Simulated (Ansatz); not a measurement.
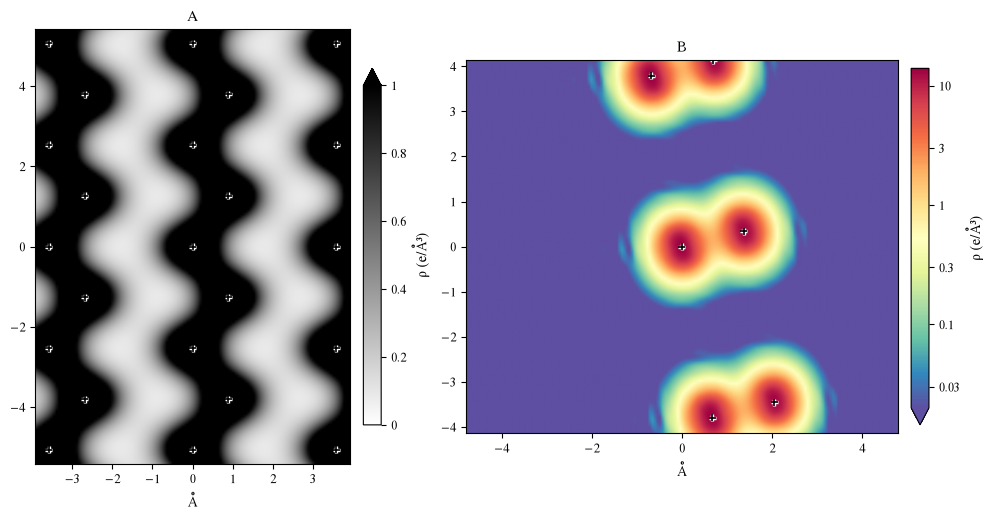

The valence pseudo-density of 2 systems, each on a plane through atoms (crosses mark nuclei in the plane).

Level of theory: DFT, revPBE, plane waves (420 eV) with PAW, scalar-relativistic (Ansatz).

System 1: F, the (110) plane of the conventional cell. Space group C2/c; set up as F, solid alpha-F2.

```yaml
crystal:
  lattice:
    - [6.64181, 0.00000, 0.01613]
    - [0.00000, 3.90762, 0.00000]
    - [-1.83247, 0.00000, 8.70564]
  atoms:
    - { symbol: F, position: [0.27835, 0.25706, 0.08141] }
    - { symbol: F, position: [0.77835, 0.75706, 0.08141] }
    - { symbol: F, position: [0.22165, 0.75706, 0.41859] }
    - { symbol: F, position: [0.72165, 0.25706, 0.41859] }
    - { symbol: F, position: [0.22165, 0.24294, 0.91859] }
    - { symbol: F, position: [0.72165, 0.74294, 0.91859] }
    - { symbol: F, position: [0.27835, 0.74294, 0.58141] }
    - { symbol: F, position: [0.77835, 0.24294, 0.58141] }
```

System 2: C, the (11̄0) plane of the conventional cell. Space group Fd-3m; set up as C, beta-Sn type; a generated structure, not necessarily the stable one.

Which map belongs to which system?

Panel A is system 2, C: the plane holds C. C–C (1.55 Å): ρ at the midpoint is about 1.6 e/Å³. Panel B is system 1, F: the plane holds F. F–F (1.42 Å): ρ at the midpoint is about 1.9 e/Å³.
